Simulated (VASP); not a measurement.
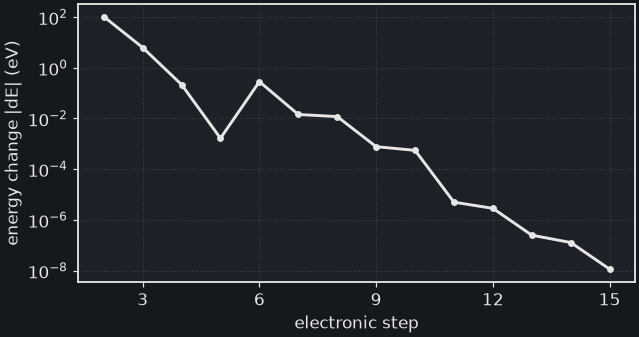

The plot shows the electronic steps of a calculation: energy change |dE|.

KCl (2 atoms in the cell), run with VASP.

INCAR
```
ENCUT = 520.000000
EDIFF = 1.00e-07
GGA = PE
PREC = Accurate
IBRION = -1
ISIF = 2
NBANDS = 15
NSW = 0
LASPH = .TRUE.
LCHARG = .FALSE.
LWAVE = .FALSE.
LREAL = .FALSE.
NELM = 73
ISMEAR = 1
SIGMA = 0.6
```

KPOINTS
```
KPOINTS created by Atomic Simulation Environment
0
Gamma
8 8 8
0 0 0
```

POSCAR
```
K  Cl
 1.0000000000000000
     0.0000000000000000    3.1448483195468158    3.1448483195468158
     3.1448483195468158    0.0000000000000000    3.1448483195468158
     3.1448483195468158    3.1448483195468158    0.0000000000000000
 K   Cl
   1   1
Cartesian
 -0.0000000000000000 -0.0000000000000000 -0.0000000000000000
  3.1448483195468158  3.1448483195468158  3.1448483195468158
```

Q: Was self-consistency reached?

A: It converged, after 15 steps. The energy change comes down, with one marked jump up, by a factor of about 200, at step 6. The jump at step 6 comes where the charge density, held fixed for the first 5 steps, starts to be updated.

Q: Read the energy change at the first and at the last step drawn.

A: It starts near 100 and ends near 10⁻⁸ eV.

Q: Is anything amiss with this input?

A: The input holds a fault (smearing far too wide). The SCF closed all the same, which doesn't make the results meaningful for the real system.
